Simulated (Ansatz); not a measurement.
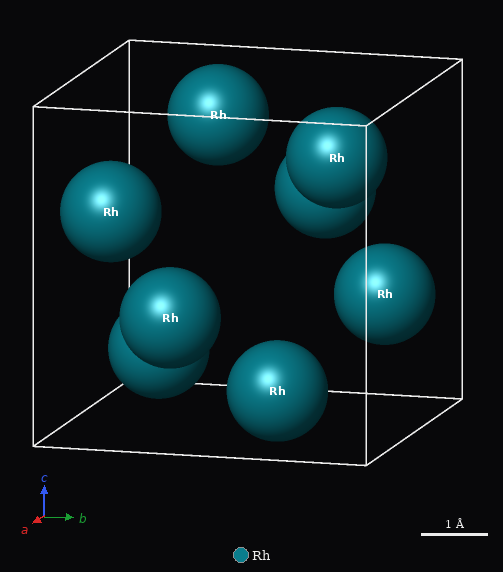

This is the input geometry for a relaxation of crystalline Rh (a generated structure, set up in Fd-3m). Style: spheres-only. Shown: the conventional cell (4 times the calculation's cell), slightly off an axis. Lengths and directions refer to the drawn axes.

Phase: diamond.

These are results of DFT, m-r2SCAN, plane waves (500 eV) with PAW, scalar-relativistic in Ansatz, not measurements.

Input
```yaml
crystal:
  lattice:
    - [0.0, 2.647863974, 2.647863974]
    - [2.647863974, 0.0, 2.647863974]
    - [2.647863974, 2.647863974, 0.0]
  atoms:
    - { symbol: Rh, position: [0.125, 0.125, 0.125], spin: 1.0 }
    - { symbol: Rh, position: [0.875, 0.875, 0.875], spin: 1.0 }
hamiltonian:
  xc: mr2scan
  pseudopotentials:
    kind: paw
    azcp:
      Rh: "pseudopotentials/Rh.paw.azcp"
basis:
  ecutwfc: 500
  fft_grid_basis: typed
kpoints:
  mp_grid: { grid: [10, 10, 10], shift: [0, 0, 0] }
magnetization:
  spin_polarized: true
scf:
  occupations: { method: fermi_dirac, width: 0.05 }
relax:
  max_steps: 60
  f_tol: 0.01
  cell: {}
```

Q: Predict the outcome.

A: Over 3 accepted moves (4 points after the start) the energy falls by 86.8 meV per atom. All forces vanish by symmetry, so only the cell relaxes. The pressure goes from 16.83 to 0.02 GPa. The SCF was repeated once at an unchanged geometry on a basis and grid sized afresh for the cell, which shifted the energy by 0.5 meV per atom at most. No atom moves by more than 0.005 Å relative to the cell. Cell: a = b = c 5.296 → 5.462 Å (+3.1 %). Volume +9.7 %. Near-neighbour distances that change, for instance: Rh1–Rh2 2.293 → 2.365 Å. The space group stays Fd-3m (No. 227). The program noted that the starting moments weren't kept.

Step by step:

| step | E − E(0), meV/atom | pressure, GPa | volume, Å³/atom | note |
| --- | --- | --- | --- | --- |
| 0 | 0.00 | 16.83 | 18.565 |  |
| 1 | -84.09 | -2.16 | 20.691 |  |
| 2 | -86.26 | -0.37 | 20.425 |  |
| 3 | -86.33 | 0.00 | 20.372 |  |
| 4 | -86.80 | 0.02 | 20.372 | same geometry, new basis |

The structure at the end:

```
Rh
1.0
     0.00000    2.73114    2.73114
     2.73114    0.00000    2.73114
     2.73114    2.73114    0.00000
Rh
2
Direct
  0.12500 0.12500 0.12500
  0.87500 0.87500 0.87500
```

After the run, drawn alike:

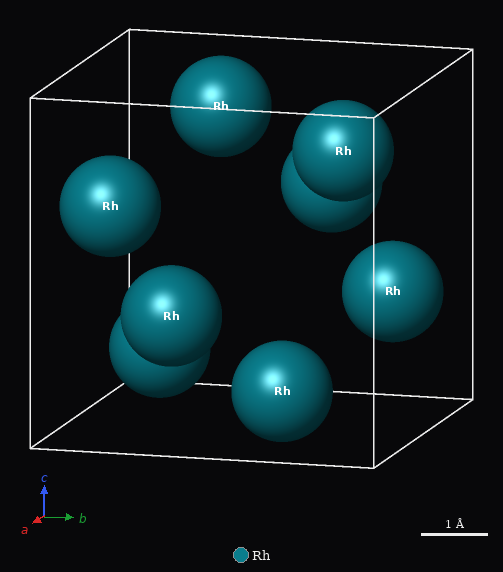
